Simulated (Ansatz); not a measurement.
## Geometry relaxation of AlRu

AlRu (2 atoms in the cell), computed with DFT r2SCAN, scalar-relativistic, plane waves, PAW, no spin polarisation (Ansatz 0.2.0).

The structure derives from a Materials Project entry. It belongs to a series of runs on one base structure; here: relaxed at 1 GPa.

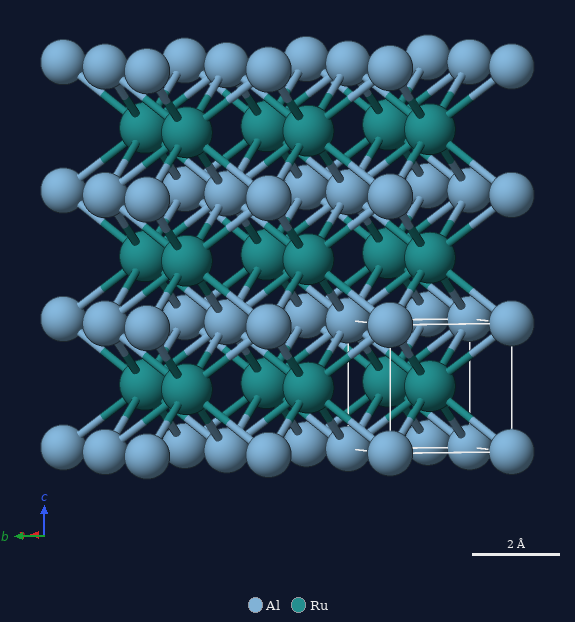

Fig. 1: The structure as given in the input (ball-and-stick view of the cell of the calculation, repeated 2 × 3 × 3, seen at an oblique angle). An atom can appear more than once, as a periodic image. Near neighbours in the periodic cell (some may lie outside the picture): Al has 8 Ru at 2.57 Å; Ru has 8 Al at 2.57 Å.

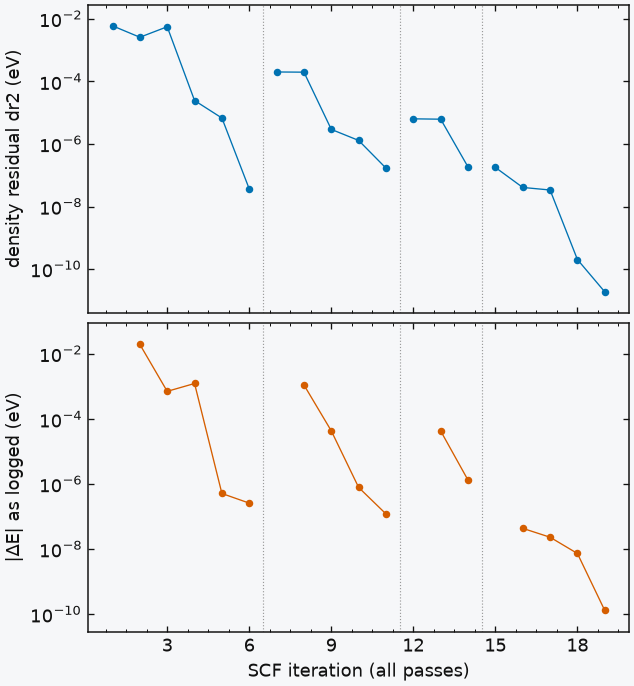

Fig. 2: Convergence of the self-consistent field: density residual dr2 and size of the energy change against the SCF iteration. The dotted lines part the SCF passes of the relaxation: geometry steps, rejected trials and re-solves on a re-selected basis. The passes take 6, 5, 3 and 5 iterations.

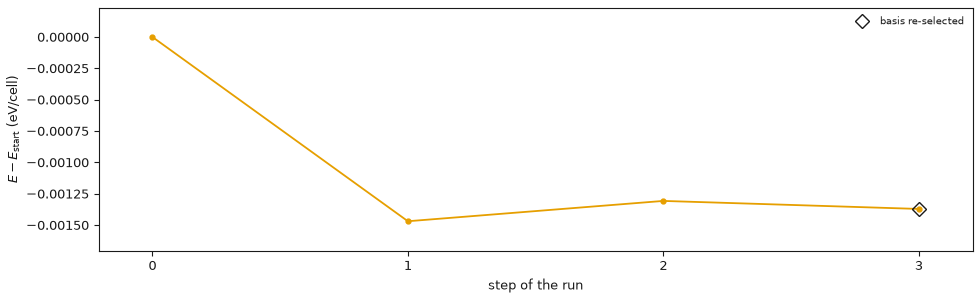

Fig. 3: Progress of the relaxation, step by step (the first geometry is step 0 here and step 1 in the log). No atom moves by more than 0.005 Å relative to the cell. The energy falls by 1.3 meV per cell of the calculation in 2 geometry steps. All forces vanish by symmetry, so only the cell relaxes. Pressure: 2.19 GPa at the start and 1.00 GPa at the end. A last SCF at the same geometry on a re-selected plane-wave basis shifts the energy by −0.1 meV per cell of the calculation.

The input that produced these results follows, with the program's output.

## The input
```yaml
crystal:
  lattice:
    - [2.9729322428, 0.0, 0.0]
    - [0.0, 2.9729322428, 0.0]
    - [0.0, 0.0, 2.9729322428]
  atoms:
    - { symbol: Al, position: [0.0, 0.0, 0.0] }
    - { symbol: Ru, position: [0.5, 0.5, 0.5] }
basis:
  ecutwfc: 500
kpoints:
  mp_grid: { grid: [14, 14, 14] }
hamiltonian:
  xc: r2scan
scf:
  occupations: { method: gaussian, width: 0.1 }
output:
  forces: true
  stress: true
  eigenvalues: true
relax:
  adjacent_minimum: "off"
  f_tol: 0.008
  max_steps: 50
  cell: { stress_tol: 0.08, p_target: 1.0 }
```

Run as:
```bash
ansatz run input.yaml --threads 1 --pin off --max-ram 2560MiB --backend cpu --events-out ev --progress --plain --runs-dir out
```

## Log
```
Engine: ansatz 0.2.0, x86_64-unknown-linux-gnu
Pseudopotentials: kind: paw
Pseudopotential: Al, paw, valence charge 3, recommended cutoff 500 eV (meta_gga), Al.paw.azcp
Pseudopotential: Ru, paw, valence charge 16, recommended cutoff 500 eV (meta_gga), Ru.paw.azcp
Functional definition: r2SCAN
  parameter k0 = 0.174
  parameter k1 = 0.065
  parameter a1 = 4.9479
  exchange = r2scan_x(k0 = k0, k1 = k1, a1 = a1)
  correlation = r2scan_c
Crystal: 2 atoms, lattice volume = 26.276 Å³
Basis set: ecut = 500 eV, 691 PW (Γ), exchange–correlation on 96×96×96 points (64 copies of the dense FFT grid, shifted against one another)
Bands: 14, of which v1, the nominal top of the filled ones, is band 10 counted from 1 (9 counted from 0)
Symmetry: 48 space group operations
Space group: Pm-3m (ITA 221), of the structure as read, at distance tolerance 3.0e-5 Å
k-points: 120 of 2744
Non-local potential: Al, projectors of the file, l = 0: 2, l = 1: 2, l = 2: 1
Non-local potential: Ru, projectors of the file, l = 0: 3, l = 1: 2, l = 2: 2, l = 3: 1
PAW form: soft (Blöchl's): semilocal exchange-correlation on the pseudo side does not see the compensation charge
PAW frozen core: Al, regenerated for the run's functional (the file was generated under x = pbe(κ = 0.804, μ = 0.2195149727645171), c = pbe(β = 0.06672455060314922))
PAW frozen core: Ru, regenerated for the run's functional (the file was generated under x = pbe(κ = 0.804, μ = 0.2195149727645171), c = pbe(β = 0.06672455060314922))
PAW one-centre angular grid: Al, 302 points (default); XC on 160 Gauss nodes
PAW one-centre angular grid: Ru, 590 points (default); XC on 160 Gauss nodes
Initial density: superposition of atomic densities (neutral atoms: chi_scale 0, normalization atom), corrected by the library's trained network
Initial wavefunctions: pseudopotential atomic-orbital guess
Functional: x = r2scan, c = r2scan; τ floored in thin density (d = 2e-4 eV/Å³)
SCF iter   1: F=—  HF=-6432.520058 eV  |F-HF|=—  |Δ(HF+E_count)|=         —  Δρ=6.96e-3  dr2=6.01e-3  dr2_τ=2.32e-2  ethr=1.77e-3  ⟨swp⟩=5.0  Hψ=9288  notcnv=0
preconditioner: auto → none  [metal: Δε(μ)=0.013 eV  Ē_g=9.603 eV  σ=0.100 eV  W_gap=0.07  n_scr=6 (ndim 8)  ℏωp=24.0 eV  f_vac=0.000  D(μ)=1.89/eV (n_scr^D=18)  sad-step TF]
SCF iter   2: F=—  HF=-6432.539526 eV  |F-HF|=—  |Δ(HF+E_count)|=   1.95e-2  Δρ=3.94e-3  dr2=2.59e-3  dr2_τ=7.35e-5  ethr=3.16e-5  ⟨swp⟩=2.0  Hψ=4254  notcnv=0  defer=21
SCF iter   3: F=—  HF=-6432.540231 eV  |F-HF|=—  |Δ(HF+E_count)|=   7.06e-4  Δρ=3.93e-3  dr2=5.61e-3  dr2_τ=4.21e-4  ethr=1.37e-5  ⟨swp⟩=2.0  Hψ=2307  notcnv=0  defer=21
SCF iter   4: F=—  HF=-6432.538996 eV  |F-HF|=—  |Δ(HF+E_count)|=   1.23e-3  Δρ=4.52e-4  dr2=2.45e-5  dr2_τ=7.77e-6  ethr=1.37e-5  ⟨swp⟩=2.6  Hψ=2601  notcnv=0  defer=21
SCF iter   5: F=—  HF=-6432.538996 eV  |F-HF|=—  |Δ(HF+E_count)|=   5.14e-7  Δρ=1.62e-4  dr2=6.77e-6  dr2_τ=4.00e-7  ethr=1.29e-7  ⟨swp⟩=2.5  Hψ=2805  notcnv=0  defer=21
SCF iter   6: F=-6432.538996 eV  HF=-6432.538996 eV  |F-HF|=1.22e-8  |Δ(HF+E_count)|=   2.60e-7  Δρ=1.97e-5  dr2=3.65e-8  dr2_τ=8.61e-9  ethr=5.26e-10  ⟨swp⟩=4.1  Hψ=8112  notcnv=0
SCF 1 converged in 6 iterations: F = -6432.538996 eV  dr2 = 3.65e-8
  greatest PAW one-centre occupation: 0.998 electrons in one spin orbital (limit 2), on the Ru atom at site 1 (counted from 0), in its partial waves of l = 1
relax step   1: F+E_penalty+E_count = -6432.53899619 eV  Δ(F+E_penalty+E_count) = +0.000e0 eV  max|allowed force component| = 1.405e-29 eV/Å  Δτ_max = 0.0000 Å  P = +2.189 GPa  Ω = 26.276 Å³  (6 SCF iters, dr2 threshold 1.00e-7 eV, accepted)
Crystal: 2 atoms, lattice volume = 26.447 Å³
Initial density: handed on by an earlier stage of this run
Initial wavefunctions: those handed on with the density
iter 1 solved again at ethr=1.08e-6 eV; its pass at ethr=3.10e-3 eV (dr2=2.05e-4 eV) is discarded
SCF iter   1: F=—  HF=-6432.539400 eV  |F-HF|=—  |Δ(HF+E_count)|=         —  Δρ=7.77e-4  dr2=2.01e-4  dr2_τ=9.41e-4  ethr=1.08e-6  ⟨swp⟩=2.0  Hψ=10213  notcnv=0
preconditioner: auto → none  [metal: Δε(μ)=0.005 eV  Ē_g=9.523 eV  σ=0.100 eV  W_gap=0.03  n_scr=6 (ndim 8)  ℏωp=23.9 eV  f_vac=0.000  D(μ)=1.92/eV (n_scr^D=18)]
SCF iter   2: F=—  HF=-6432.540508 eV  |F-HF|=—  |Δ(HF+E_count)|=   1.11e-3  Δρ=8.07e-4  dr2=1.98e-4  dr2_τ=2.79e-5  ethr=1.06e-6  ⟨swp⟩=2.0  Hψ=2809  notcnv=0
SCF iter   3: F=—  HF=-6432.540465 eV  |F-HF|=—  |Δ(HF+E_count)|=   4.31e-5  Δρ=1.64e-4  dr2=2.93e-6  dr2_τ=3.20e-7  ethr=1.04e-6  ⟨swp⟩=2.2  Hψ=2143  notcnv=0
SCF iter   4: F=—  HF=-6432.540465 eV  |F-HF|=—  |Δ(HF+E_count)|=   7.89e-7  Δρ=8.74e-5  dr2=1.30e-6  dr2_τ=1.59e-7  ethr=1.54e-8  ⟨swp⟩=2.0  Hψ=2802  notcnv=0
SCF iter   5: F=-6432.540465 eV  HF=-6432.540465 eV  |F-HF|=4.43e-8  |Δ(HF+E_count)|=   1.21e-7  Δρ=3.09e-5  dr2=1.69e-7  dr2_τ=1.03e-8  ethr=1.05e-9  ⟨swp⟩=3.2  Hψ=6576  notcnv=0
SCF 2 converged in 5 iterations: F = -6432.540465 eV  dr2 = 1.69e-7
relax step   2: F+E_penalty+E_count = -6432.54046517 eV  Δ(F+E_penalty+E_count) = -1.469e-3 eV  max|allowed force component| = 4.766e-30 eV/Å  Δτ_max = 0.0000 Å  P = +0.716 GPa  Ω = 26.447 Å³  energy of the carried Pulay correction = -7.564e-5 eV  (5 SCF iters, dr2 threshold 2.00e-7 eV, accepted)
Crystal: 2 atoms, lattice volume = 26.414 Å³
iter 1 solved again at ethr=3.54e-8 eV; its pass at ethr=3.10e-3 eV (dr2=6.72e-6 eV) is discarded
SCF iter   1: F=—  HF=-6432.540261 eV  |F-HF|=—  |Δ(HF+E_count)|=         —  Δρ=1.32e-4  dr2=6.38e-6  dr2_τ=3.57e-5  ethr=3.54e-8  ⟨swp⟩=2.0  Hψ=10110  notcnv=0
preconditioner: auto → none  [metal: Δε(μ)=0.019 eV  Ē_g=9.546 eV  σ=0.100 eV  W_gap=0.11  n_scr=6 (ndim 8)  ℏωp=24.0 eV  f_vac=0.000  D(μ)=1.91/eV (n_scr^D=18)]
SCF iter   2: F=—  HF=-6432.540304 eV  |F-HF|=—  |Δ(HF+E_count)|=   4.28e-5  Δρ=1.49e-4  dr2=6.21e-6  dr2_τ=8.92e-7  ethr=3.36e-8  ⟨swp⟩=2.0  Hψ=2809  notcnv=0
SCF iter   3: F=-6432.540303 eV  HF=-6432.540303 eV  |F-HF|=1.93e-8  |Δ(HF+E_count)|=   1.32e-6  Δρ=3.84e-5  dr2=1.84e-7  dr2_τ=1.82e-8  ethr=1.05e-9  ⟨swp⟩=3.7  Hψ=7010  notcnv=0
SCF 3 converged in 3 iterations: F = -6432.540303 eV  dr2 = 1.84e-7
relax step   3: F+E_penalty+E_count = -6432.54030297 eV  Δ(F+E_penalty+E_count) = +1.622e-4 eV  max|allowed force component| = 2.632e-30 eV/Å  Δτ_max = 0.0000 Å  P = +0.998 GPa  Ω = 26.414 Å³  energy of the carried Pulay correction = -6.104e-5 eV  (3 SCF iters, dr2 threshold 2.00e-7 eV, accepted)
Initial wavefunctions: pseudopotential atomic-orbital guess (no wavefunctions were taken with the density)
iter 1 solved again at ethr=5.47e-9 eV; its pass at ethr=3.10e-3 eV (dr2=1.04e-6 eV) is discarded
SCF iter   1: F=—  HF=-6432.540367 eV  |F-HF|=—  |Δ(HF+E_count)|=         —  Δρ=4.15e-5  dr2=1.78e-7  dr2_τ=1.31e-7  ethr=5.47e-9  ⟨swp⟩=3.5  Hψ=14142  notcnv=0
preconditioner: auto → none  [metal: Δε(μ)=0.004 eV  Ē_g=9.537 eV  σ=0.100 eV  W_gap=0.02  n_scr=6 (ndim 8)  ℏωp=24.0 eV  f_vac=0.000  D(μ)=1.92/eV (n_scr^D=18)]
SCF iter   2: F=—  HF=-6432.540367 eV  |F-HF|=—  |Δ(HF+E_count)|=   4.37e-8  Δρ=2.12e-5  dr2=4.08e-8  dr2_τ=1.44e-8  ethr=9.36e-10  ⟨swp⟩=1.0  Hψ=1680  notcnv=0
SCF iter   3: F=—  HF=-6432.540367 eV  |F-HF|=—  |Δ(HF+E_count)|=   2.33e-8  Δρ=9.78e-6  dr2=3.38e-8  dr2_τ=2.82e-9  ethr=2.14e-10  ⟨swp⟩=2.0  Hψ=2720  notcnv=0
SCF iter   4: F=—  HF=-6432.540367 eV  |F-HF|=—  |Δ(HF+E_count)|=   7.38e-9  Δρ=1.75e-6  dr2=2.02e-10  dr2_τ=4.38e-11  ethr=1.78e-10  ⟨swp⟩=2.2  Hψ=2183  notcnv=0
SCF iter   5: F=-6432.540367 eV  HF=-6432.540367 eV  |F-HF|=1.27e-11  |Δ(HF+E_count)|=  1.31e-10  Δρ=2.72e-7  dr2=1.87e-11  dr2_τ=3.67e-12  ethr=1.00e-12  ⟨swp⟩=4.5  Hψ=5982  notcnv=0
SCF 4 converged in 5 iterations: F = -6432.540367 eV  dr2 = 1.87e-11
relax step   4: F+E_penalty+E_count = -6432.54036661 eV  Δ(F+E_penalty+E_count) = -6.365e-5 eV  max|allowed force component| = 3.164e-30 eV/Å  Δτ_max = 0.0000 Å  P = +0.999 GPa  Ω = 26.414 Å³  stress off target by 1.32e-3 GPa  SCF on the basis re-selected at this cell (its energy is not comparable with the rows above)  (5 SCF iters)
basis re-selected at this cell: Δ(F+E_penalty+E_count) = -6.365e-5 eV, ΔP = +0.001 GPa vs the last step (what re-selecting the basis moved, of the pressure what is left beyond the Pulay correction that the steps carried, after the strain that the cell walked since its last selection, with what the two solves' SCF thresholds leave and, on support functions, any second-order correction that the steps lacked; it is no measure of the basis error at this ecutwfc). This SCF's stress stands 1.32e-3 GPa from its target on what of the cell is left free (relax.cell.stress_tol is 8.00e-2 GPa) and its largest allowed force component is 3.16e-30 eV/Å (relax.f_tol is 8.00e-3 eV/Å): within both
SCF converged after 5 iterations
Free energy (F): -6432.540367 eV
Harris-Foulkes:  -6432.540367 eV  (|F-HF|=1.27e-11)
Internal energy: -6432.530789 eV  (E = F + TS)
E sigma→0 (E₀):  -6432.535578 eV
Entropy (-TS):   -0.009577 eV (-4.789 meV/atom)
Fermi energy:    16.230780 eV
--- Per-component energies (eV) ---
  E_band       = -131.784486
  E_kinetic    = 543.931095
  E_local      = -1784.598173  (includes V_loc(G=0)·N_el)
  E_nonlocal   = 353.976754
  E_hartree    = 634.813436
  E_xc         = -223.148919
  E_vxc        = -301.770437  (∫ρ·V_xc dr)
  E_paw        = -3953.281369  (= ΣΔE_a)
  E_vpaw       = -233.583179  (= ΣTr[D̂ρ^β])
  E_aug_tail   = 0.000094  (compensation charges beyond the density's cutoff)
  E_vtau       = 20.632695  (kinetic-family band-sum trace: ∫τ·v_τ [+ j·A + Jᵃ·Aᵃ] dr)
  E_ewald      = -2003.852644
  E_core_change = -0.371064  (= ΣΔE_core)
  E_smearing   = -0.009577  (= −TS)
  E_closure    = 0.000000  (closes the sum)
  Σ components = -6432.540367   (vs F -6432.540367, Δ=0.00e0)
--- Forces (eV/Å), atoms counted from 1 ---
  atom   1  Al    -0.00000000    -0.00000000    -0.00000000
  atom   2  Ru     0.00000000     0.00000000     0.00000000
  max |Σ_I F_I| component: 6.29e-30 eV/Å
--- Stress (GPa, compression-positive) ---
        0.998681       0.000000       0.000000
        0.000000       0.998681      -0.000000
        0.000000      -0.000000       0.998681
  P = ⅓ Tr σ = 0.9987 GPa (9.987 kbar)
--- Band table (eV; the first three rows and the last of 120) ---
  k-point 0: bands = ["-57.6812", "-26.8464", "-26.8464", "-26.8464", "5.9986", "12.4774", "12.4774", "16.4028", "16.4028", "16.4028", "22.8211", "22.8211", "22.8211", "27.7649"]
  k-point 1: bands = ["-57.6803", "-26.8585", "-26.8454", "-26.8454", "6.1033", "12.5126", "12.5156", "16.2725", "16.2725", "16.4156", "22.3056", "23.0297", "23.0297", "27.5247"]
  k-point 2: bands = ["-57.6776", "-26.8924", "-26.8424", "-26.8424", "6.4121", "12.5888", "12.6252", "15.9396", "15.9396", "16.4518", "21.2209", "23.5973", "23.5973", "26.8983"]
  k-point 119: bands = ["-57.6260", "-27.0290", "-27.0290", "-27.0290", "11.2403", "11.2403", "11.2403", "18.0824", "18.0824", "19.5141", "20.5953", "20.5953", "20.5953", "25.3275"]
--- Relaxed structure (3 steps of the walk, 3 accepted, 1 SCFs on fresh bases) ---
  F+E_penalty+E_count = -6432.54036661 eV   max|allowed force component| = 3.164e-30 eV/Å   (the final SCF, on the basis selected at the relaxed cell)
  cell:  # Å, volume = 26.4136 Å³
    - [2.9781205844439467, 3.209883240645393e-34, -9.62964972193618e-35]
    - [3.209883240645393e-34, 2.9781205844439467, 0.0]
    - [-9.62964972193618e-35, 0.0, 2.9781205844439467]
  atoms:
    - { symbol: Al, position: [-1.2064588100315693e-86, -9.7004547648066e-37, -1.0122213667625881e-36] }
    - { symbol: Ru, position: [0.5, 0.5, 0.5] }
```

## Trajectory as extended XYZ (Å, eV, eV/Å), 4 frames, from step=1 to step=4
```
2
Lattice="2.9729 0.0000 0.0000 0.0000 2.9729 0.0000 0.0000 0.0000 2.9729" Properties=species:S:1:pos:R:3:forces:R:3 step=1 energy=-6432.53900 pressure_GPa=2.19
Al    0.0000    0.0000    0.0000    0.0000   0.0000   0.0000
Ru    1.4865    1.4865    1.4865    0.0000   0.0000   0.0000
2
Lattice="2.9794 0.0000 0.0000 0.0000 2.9794 0.0000 0.0000 0.0000 2.9794" Properties=species:S:1:pos:R:3:forces:R:3 step=2 energy=-6432.54047 pressure_GPa=0.72
Al    0.0000    0.0000    0.0000    0.0000   0.0000   0.0000
Ru    1.4897    1.4897    1.4897    0.0000   0.0000   0.0000
2
Lattice="2.9781 0.0000 0.0000 0.0000 2.9781 0.0000 0.0000 0.0000 2.9781" Properties=species:S:1:pos:R:3:forces:R:3 step=3 energy=-6432.54030 pressure_GPa=1.00
Al    0.0000    0.0000    0.0000    0.0000   0.0000   0.0000
Ru    1.4891    1.4891    1.4891    0.0000   0.0000   0.0000
2
Lattice="2.9781 0.0000 0.0000 0.0000 2.9781 0.0000 0.0000 0.0000 2.9781" Properties=species:S:1:pos:R:3:forces:R:3 step=4 energy=-6432.54037 pressure_GPa=1.00
Al    0.0000    0.0000    0.0000    0.0000   0.0000   0.0000
Ru    1.4891    1.4891    1.4891    0.0000   0.0000   0.0000
```

## Summary

```csv
quantity,value
outcome,converged
space group (tolerance 0.01 Å),Pm-3m (221)
electrons treated,19
free energy,−6432.5404 eV
Fermi energy,16.231 eV
gap on the k-point mesh,none (metallic)
pressure,1.00 GPa
final volume,26.41 Å³
largest force (length of the vector) at the end,under 0.001 eV/Å
final cell,"a = 2.978 Å, b = 2.978 Å, c = 2.978 Å, α = 90.00°, β = 90.00°, γ = 90.00°"
hardware,"1 thread of AMD EPYC (Zen 3), 189 GiB of memory available, shared host"
wall time,46 s
peak memory,0.44 GiB
```
